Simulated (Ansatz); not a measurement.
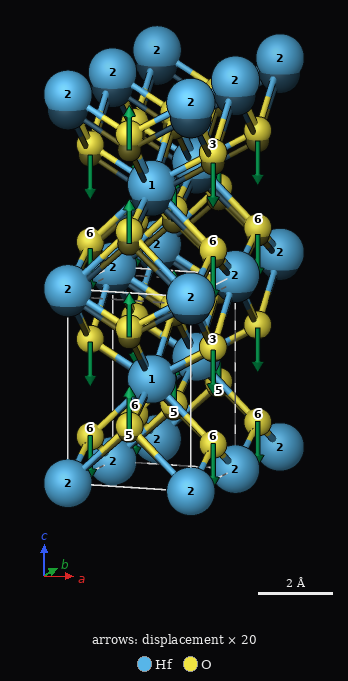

Solid HfO2 (built on the database structure type) at its r2SCAN-relaxed geometry, drawn pale, and a changed version of it, drawn solid. The green arrows show how the atoms are displaced (without the part that the change of the cell carries along), magnified 20 times. The picture is a ball-and-stick view of the cell of the calculation, repeated 1 × 2 × 2 with one cell outlined, seen slightly off an axis.

Theory: Ansatz 0.2.0, DFT, r2SCAN, plane waves, PAW. Settings: plane-wave cutoff 500 eV; k-point mesh 8 × 8 × 6; occupations fixed; no spin polarisation.

Describe the change and its computed effect.

Answer. The cell is strained by +4.0 % along c and none across it (volume +4.0 %). The atoms were relaxed with r2SCAN under that strain, and this is a single point on that geometry. Energy change: +14.9 meV per atom. Pressure: 0.0 GPa before, −4.9 GPa after. The principal stresses (compression positive) are −10.0 GPa along c and −2.3 GPa across it. The forces stay under 0.01 eV/Å. Near-neighbour distances before and after: Hf–O 2.387 → 2.472 Å, Hf–O 2.059 → 2.048 Å. The space group stays P4_2/nmc (No. 137).
